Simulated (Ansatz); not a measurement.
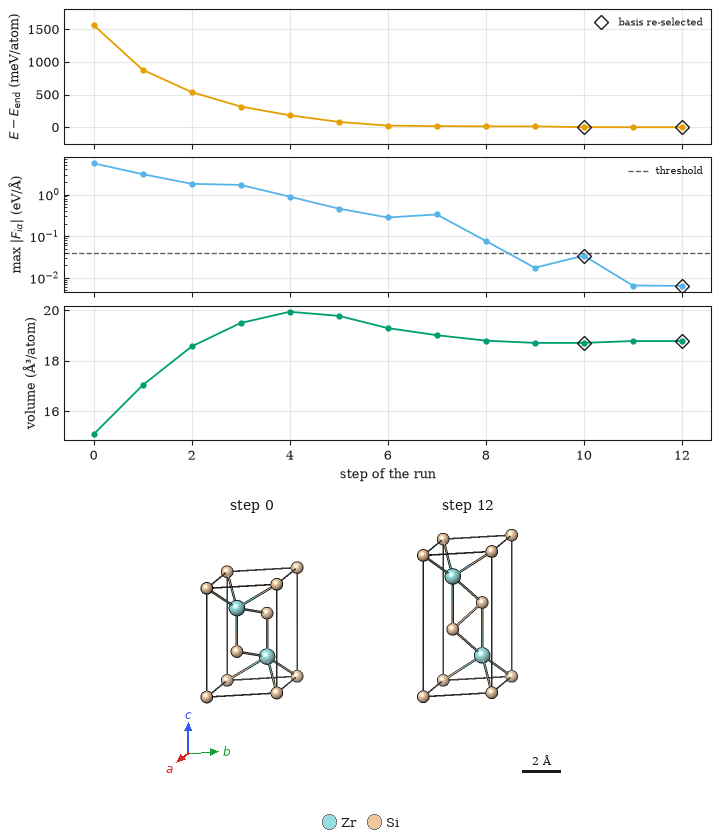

First and last geometry of a relaxation of solid Zr₂Si₃ (built on the A-type sesquioxide_164 type) (coarse preliminary run), with the history of the run. The picture is a ball-and-stick view of the cell of the calculation, seen slightly off an axis.

Case: A-type sesquioxide type (P-3m1, No. 164).

The calculation used Ansatz, DFT PBE, scalar-relativistic, plane waves, PAW. (plane-wave cutoff 420 eV; k-point mesh 6 × 6 × 4; occupations gaussian; smearing width 0.1 eV; no spin polarisation; cell and atoms relaxed; force threshold 0.04 eV/Å; at most 70 steps)

### Read the history and describe the run.

It converged. The largest moves relative to the cell, 0.57 Å, are those of Si atoms. Largest moves by element: Si 0.57 Å, Zr 0.37 Å. The volume changes by +24.5 %, with a = b 3.826 → 3.744 Å (−2.1 %), c 5.952 → 7.736 Å (+30.0 %). Some distances before and after: Si–Si 3.057 → 3.962 Å, Si–Zr 2.381 → 2.893 Å, Si–Zr 2.304 → 2.811 Å, Si–Si 2.803 → 2.424 Å. Bond angles that change, for instance: Zr–Si–Zr 112.3° → 83.5°, Zr–Si–Zr 106.5° → 129.7°, Zr–Si–Zr 92.6° → 90.2°. The space group stays P-3m1 (No. 164). After 10 accepted moves (12 points after the start) the energy has fallen by 1564 meV per atom. The largest force component goes from 5.6 to 0.0064 eV/Å. The pressure goes from 52.55 to 0.14 GPa. At 2 points the geometry stayed and the basis and grid were re-selected for the new cell (energy shift of 11.8 meV per atom at most each time).
